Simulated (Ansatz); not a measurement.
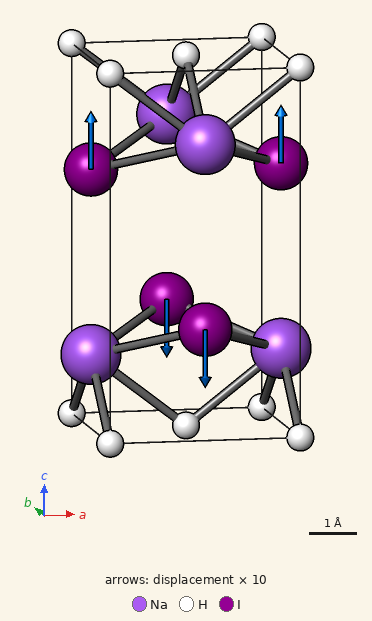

A relaxation of a crystal of NaHI (a generated structure, set up in P4/nmm). The starting structure is drawn; blue arrows show the displacements (the part carried along by the change of the cell is left out), magnified 10 times.

A ball-and-stick model of the cell of the calculation, seen slightly off an axis.

All numbers below come from DFT, PAW plane waves, PBEsol (Ansatz). Set-up: plane-wave cutoff 420 eV; k-point mesh 4 × 4 × 3; occupations methfessel paxton; smearing width 0.0643 eV; no spin polarisation; cell and atoms relaxed; at most 40 steps.

Atoms of which element are displaced furthest, and by how much?

Iodine: up to 0.13 Å, against 0.01 Å for sodium.

Describe the change and its energy.

Over 10 accepted moves (12 points after the start) the energy falls by 0.620 eV per cell of the calculation. Largest force component: 0.37 eV/Å at the start, 0.0044 eV/Å at the end. Pressure: 0.25 GPa at the start and −0.02 GPa at the end. The SCF was repeated twice at an unchanged geometry on a basis and grid sized afresh for the cell, which shifted the energy by 1.4 meV per cell of the calculation at most. The largest moves relative to the cell, 0.13 Å, are those of I atoms. By element the largest moves are I 0.13 Å, Na 0.01 Å. H stays in place. Cell: a = b 4.126 → 4.446 Å (+7.8 %), c 7.977 → 6.338 Å (−20.5 %). Volume −7.7 %. Some distances before and after: I–Na 3.988 → 3.035 Å, I–Na 3.988 → 3.303 Å, I–Na 3.025 → 3.186 Å, H–Na 2.608 → 2.556 Å. New bonds form: I–Na (3.99 → 3.03 Å), I–Na (3.99 → 3.30 Å). Bond angles that change, for instance: I–Na–I 149.4° → 161.5°, Na–I–Na 149.4° → 161.5°, I–Na–I 86.0° → 88.5°. The space group stays P4/nmm (No. 129).

Limits of the set-up: the k-point mesh is coarse for a cell with partly filled bands.
